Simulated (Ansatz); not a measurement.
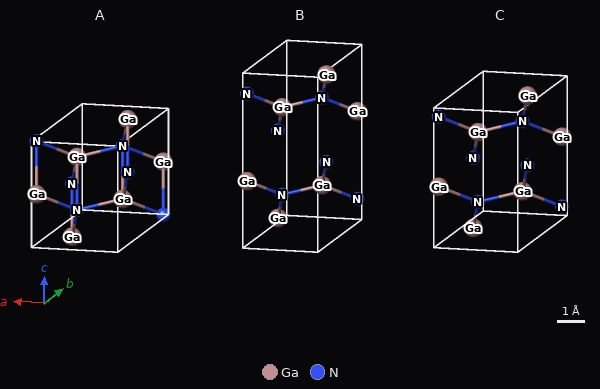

3 geometries from one relaxation of a crystal of GaN (a generated structure, set up in P6_3/mmc) (coarse preliminary run), in shuffled order. Style: ball-and-stick. Shown: the cell of the calculation, from a free direction.

Case: B → Ga on all its sites, cell and atoms relaxed.

Computed with Ansatz, DFT r2SCAN, scalar-relativistic, plane waves, PAW. (plane-wave cutoff 500 eV; k-point mesh 12 × 12 × 4; occupations gaussian; smearing width 0.1 eV; no spin polarisation; cell and atoms relaxed; force threshold 0.05 eV/Å; at most 60 steps)

Q: Order the frames from highest to lowest energy.

A: B, C, A. They are steps 0, 5, 12, at +3.957 eV per cell of the calculation, +0.374 eV per cell of the calculation relative to the last. The energy falls by 3.957 eV per cell of the calculation in 11 accepted moves (12 points after the start). All forces vanish by symmetry, so only the cell relaxes. Pressure: 65.78 GPa at the start and 0.28 GPa at the end. At 1 point the geometry stayed and the basis and grid were re-selected for the new cell (energy shift of 11.2 meV per cell of the calculation at most each time). The atoms keep their places relative to the cell (all moves are under 0.005 Å). The drawn cell changes as follows: a = b 2.865 → 3.295 Å (+15.0 %), c 7.876 → 4.773 Å (−39.4 %); the volume changes by −19.9 %. Near-neighbour distances that change, for instance: Ga–N 3.938 → 2.386 Å, Ga–N 1.654 → 1.902 Å. The space group stays P6_3/mmc (No. 194). Cost: 2.6 min on 1 thread of Oxide Virtual Turin-like Processor (Zen 5) (shared host), peak memory 0.58 GiB.

Limits of the set-up: layers or molecules are held without a dispersion correction, so their spacing is unreliable.
